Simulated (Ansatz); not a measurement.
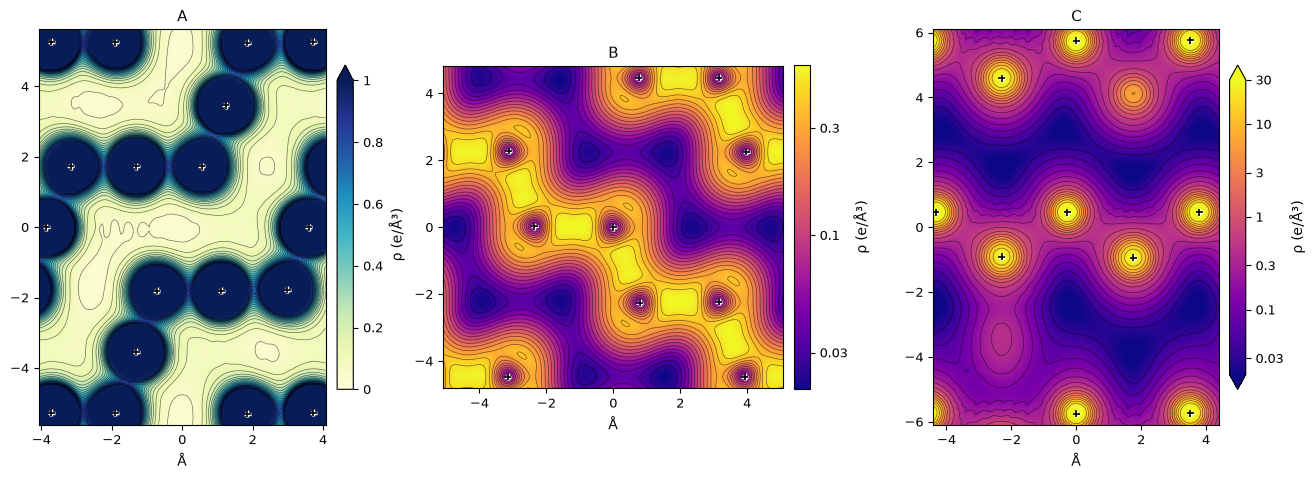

The valence electron density of 3 systems, each on a plane through atoms (crosses mark nuclei in the plane).

Method: DFT PBE, scalar-relativistic, plane waves, PAW (Ansatz).

System 1: Ga8As9 (cell with a defect), the (11̄0) plane of the calculation cell. The program warned that a starting moment wasn't kept; spin-polarised, but the moments vanished.

```
Ga As
1.0
     0.00000    5.74538   -5.74538
     5.74538    5.74538    0.00000
     5.74538    0.00000   -5.74538
Ga As
8 9
Direct
  0.49015 0.50667 0.00167
  0.46101 0.98133 0.06213
  0.00938 0.51413 0.98821
  0.00005 0.04756 0.97571
  0.56949 0.32598 0.55264
  0.46285 0.98152 0.49468
  0.00938 0.51413 0.48786
  0.05507 0.02728 0.45949
  0.37835 0.35429 0.37385
  0.37797 0.78109 0.42110
  0.89765 0.38662 0.35772
  0.84553 0.87607 0.33870
  0.37811 0.35398 0.89431
  0.36172 0.88084 0.87862
  0.86433 0.41454 0.86036
  0.84361 0.87500 0.94349
  0.75247 0.94620 0.65180
```

System 2: Si (cell with a defect), the (010) plane of the calculation cell. 

```cif
data_structure
_symmetry_space_group_name_H-M 'P 1'
_symmetry_Int_Tables_number 1
_cell_length_a 9.4738
_cell_length_b 9.4738
_cell_length_c 9.4738
_cell_angle_alpha 109.471
_cell_angle_beta 109.471
_cell_angle_gamma 109.471
_cell_volume 654.55
loop_
_atom_site_label
_atom_site_type_symbol
_atom_site_fract_x
_atom_site_fract_y
_atom_site_fract_z
_atom_site_occupancy
Si1 Si 0.25000 0.75000 0.74137 1
Si2 Si 0.99879 0.99891 0.74891 1
Si3 Si 0.49137 0.75000 0.50000 1
Si4 Si 0.75012 0.25012 0.75121 1
Si5 Si 0.25000 0.99137 0.50000 1
Si6 Si 0.49891 0.49879 0.74891 1
Si7 Si 0.00109 0.24988 0.50000 1
Si8 Si 0.74988 0.75000 0.25109 1
Si9 Si 0.49891 0.99891 0.24879 1
Si10 Si 0.74988 0.50109 0.50000 1
Si11 Si 0.00109 0.75000 0.99988 1
Si12 Si 0.25000 0.24988 0.25109 1
Si13 Si 0.00863 0.50863 0.25863 1
Si14 Si 0.75012 0.00121 0.00012 1
Si15 Si 0.50121 0.25012 0.00012 1
Si16 Si 0.25000 0.50109 0.99988 1
Si17 Si 0.25000 0.50215 0.74799 1
Si18 Si 0.00215 0.75000 0.74799 1
Si19 Si 0.49799 0.50215 0.50000 1
Si20 Si 0.74584 0.99785 0.74785 1
Si21 Si 0.49785 0.24584 0.74785 1
Si22 Si 0.00215 0.99799 0.50000 1
Si23 Si 0.75416 0.50201 0.25201 1
Si24 Si 0.49799 0.75000 0.25215 1
Si25 Si 0.75000 0.25000 0.50000 1
Si26 Si 0.00201 0.50201 0.00416 1
Si27 Si 0.25000 0.99799 0.25215 1
Si28 Si 0.00201 0.25416 0.25201 1
Si29 Si 0.75000 0.75000 0.00000 1
Si30 Si 0.49785 0.99785 0.99584 1
Si31 Si 0.25000 0.25000 0.00000 1
```

System 3: Cu11O6 (cell with a defect), the (110) plane of the calculation cell. The program warned that a starting moment wasn't kept; spin-polarised, but the moments vanished.

```
Cu O
1.0
     4.29824    0.00000    4.29824
    -4.29824    4.29824    0.00000
    -4.29824   -4.29824    4.29824
Cu O
11 6
Direct
  0.32927 0.16513 0.91743
  0.00147 0.50177 0.24861
  0.16542 0.33425 0.58280
  0.83207 0.66276 0.92569
  0.49824 0.00349 0.24113
  0.00873 0.00514 0.25874
  0.66488 0.33298 0.58313
  0.32224 0.66194 0.90731
  0.16499 0.83417 0.58316
  0.83245 0.17011 0.92523
  0.49843 0.49656 0.24111
  0.66581 0.33373 0.33299
  0.32467 0.66386 0.66205
  0.99610 0.99836 0.00655
  0.00558 0.00441 0.50401
  0.66505 0.33280 0.83329
  0.33473 0.66820 0.15954
```

Q: Match each panel to its system.

A: Panel A is system 3, Cu11O6: the plane holds Cu and O. Cu–O (1.83 Å): ρ at the midpoint is about 0.91 e/Å³. Panel B is system 2, Si: the plane holds Si. Si–Si (2.39 Å): ρ at the midpoint is about 0.53 e/Å³. Panel C is system 1, Ga8As9: the plane holds Ga and As.
